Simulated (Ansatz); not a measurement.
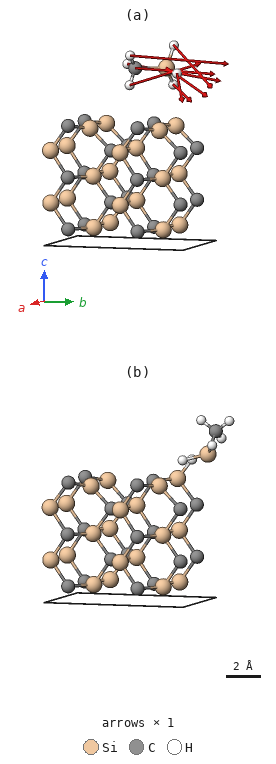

The structure of a slab of composition Si$_{7}$H$_{2}$C$_{7}$ (cut from the F-43m phase) before (top) and after (bottom) a constrained relaxation, at one scale. The red arrows give the displacements, at their true length.

A ball-and-stick model of the cell of the calculation, outlined in the plane, without the vacuum (origin shifted), seen from a free direction.

Case: 1 MeSiH3 a cell, flat, over a bridge Si-C site. The slab is the (1 1 0) face of SiC with MeSiH3 on it. 16 atoms are held fixed.

These are results of DFT PBE+D3(BJ), scalar-relativistic, plane waves, PAW in Ansatz, not measurements. (plane-wave cutoff 420 eV; k-point mesh 3 × 2 × 1; occupations gaussian; smearing width 0.05 eV; no spin polarisation; dipole correction; atoms relaxed in a fixed cell; force threshold 0.04 eV/Å; at most 100 steps)

Q: What changed between the two?

A: The run was cut off at its time limit before the relaxation converged, so the last structure is only a point on the way. An H atom moves most: 5.96 Å within the plane. By element the largest moves are H 5.96 Å, C 4.91 Å, Si 3.87 Å. The cell stays as it was. Among the contacts that change: Si–Si 6.616 → 2.979 Å, C–Si 5.296 → 1.896 Å, H–Si 1.470 → 2.507 Å, H–Si 2.529 → 1.497 Å. New bonds form, among them: C–Si (5.30 → 1.90 Å), H–Si (2.53 → 1.50 Å). Bonds break, among them: H–Si (1.47 → 2.51 Å). Bond angles that change, for instance: Si–C–Si 99.5° → 109.5°, Si–C–Si 98.4° → 106.6°, H–Si–H 109.5° → 101.3°. The energy falls by 2.377 eV per cell of the calculation in 56 geometry steps. The largest force component goes from 0.42 to 0.11 eV/Å. The run took 34 min on 4 threads of Intel(R) Xeon(R) Platinum 8259CL CPU @ 2.50GHz (Skylake/Cascade Lake), on a shared host, peak memory 3.2 GiB.

Limits of the set-up: the periodic images lie only 6.1 Å apart, so the values are limited by the cell's size.
